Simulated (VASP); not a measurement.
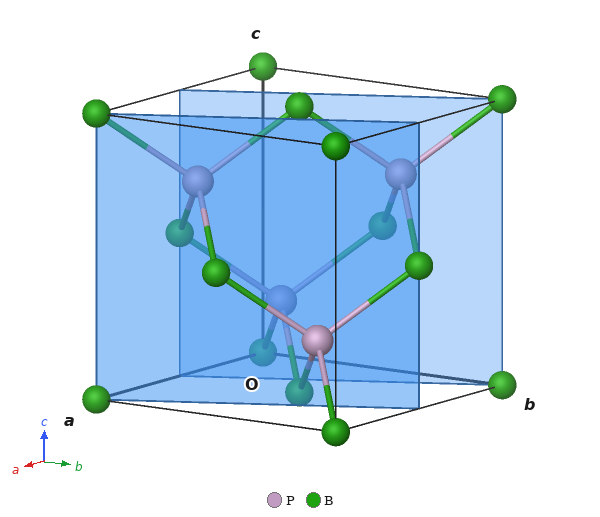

Crystal: BP, an entry of the Crystallography Open Database, as set up for an electronic-structure calculation. Every member of one family of equally spaced planes, hx + ky + lz = a whole number, that cuts the unit cell is shaded (one member passes through the origin O, touching the cell only at an edge or corner). Symmetry computed with spglib at a tolerance of 0.002 Å; standard conventional cell.

a = 4.538 Å, b = 4.538 Å, c = 4.538 Å, α = 90.00°, β = 90.00°, γ = 90.00°.

Q: Which (hkl) family is drawn?

A: (2 1 0); the opposite sign names the same planes. The member next to the origin meets the axes a at 1/2, b at 1, c never.

Q: What is the spacing?

A: d = 2.029 Å.

Q: Which atoms of the cell lie in these planes (within 0.03 Å)?

A: 2 of the 4 B.
